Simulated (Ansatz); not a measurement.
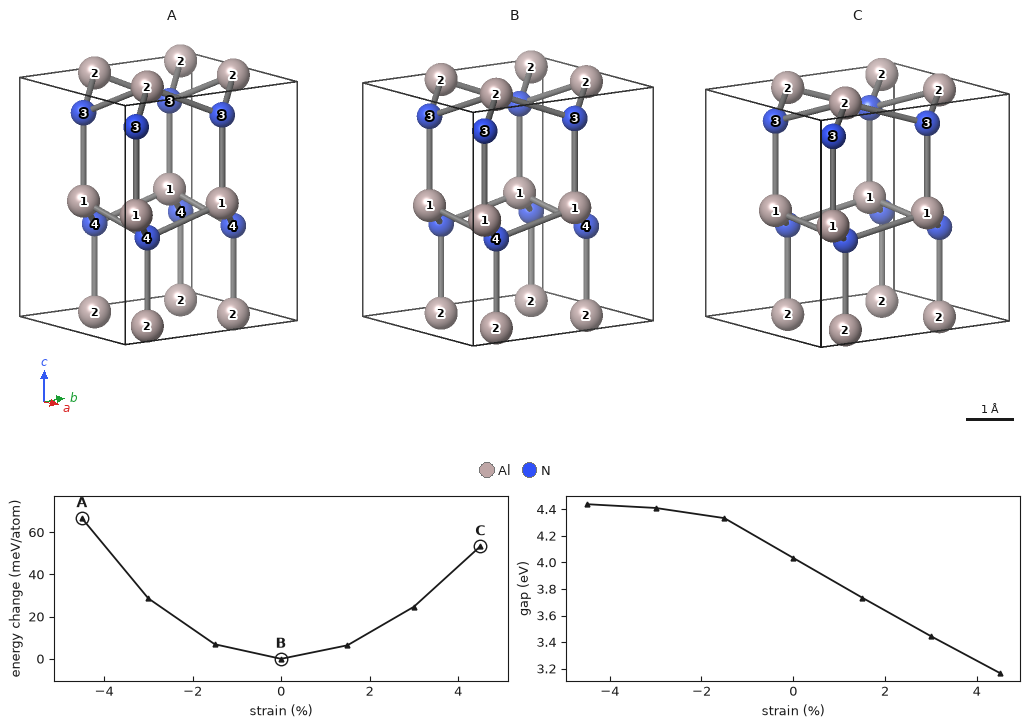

Members of a series of calculations on a crystal of AlN (set up in P6_3mc), marked on the first curve. A ball-and-stick model of the cell of the calculation, repeated to show the pattern, seen slightly off an axis.

Method: DFT PBE, scalar-relativistic, plane waves, PAW (Ansatz). Set-up: plane-wave cutoff 420 eV; k-point mesh 12 × 12 × 6; occupations gaussian; smearing width 0.02 eV; no spin polarisation.

**Which kind of strain is it, and how does the structure respond?**

Biaxial strain in the a–b plane, c and atoms relaxed. A (strain −4.5 %): energy change 66.7 meV/atom, volume 9.93 Å³ per atom, gap 4.44 eV. B (strain 0.0 %): energy change 0.0 meV/atom, volume 10.65 Å³ per atom, gap 4.03 eV. C (strain 4.5 %): energy change 53.3 meV/atom, volume 11.29 Å³ per atom, gap 3.17 eV. The rest compares A with C. The volume changes by +13.7 %, with a = b 5.979 → 6.542 Å (+9.4 %), c 5.133 → 4.874 Å (−5.1 %). Some distances before and after: Al–N 1.852 → 1.957 Å, Al–N 1.896 → 1.923 Å.
